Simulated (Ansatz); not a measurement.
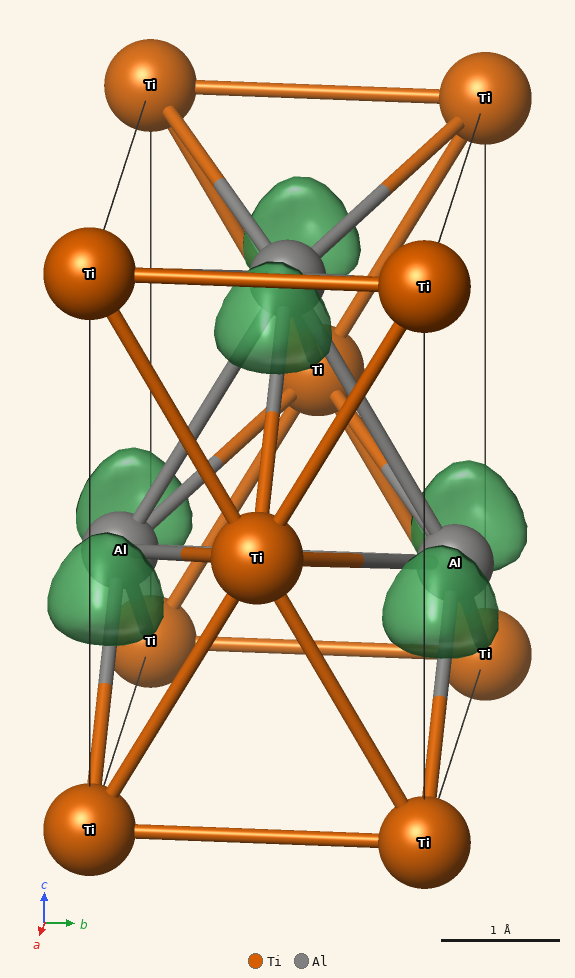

The picture shows: TiAl. Isosurface of the electron localisation function at 0.75 (green), seen at an oblique angle. Core shells and regions of very low density are left out. Sticks mark near contacts.

Space group Amm2; a structure from a database of computed crystals, not necessarily the ambient phase; changed on purpose from its base cell (strain +0.0150 x Voigt [0, 1, 0, 0, 0, 0], atoms carried along); computed pressure about −3 GPa in this cell; computed without spin polarisation.

Method: Ansatz, DFT r2SCAN, scalar-relativistic, plane waves, PAW.

In a PAW calculation such maps are meaningful between the atoms, not at the nuclei.

Question: Where are the electrons localised?

Answer: At this value the surface marks out four pockets between the atoms, centred on no nucleus (multi-centre or interstitial), counted in one cell of 4 atoms. Regions shared between cells count once.

Values along the shortest contacts:
Ti–Ti (2.87 Å): the ELF is about 0.25 at the midpoint: no shared electron pair shows on this line. Al–Al (2.87 Å): the ELF is about 0.60 at the midpoint.
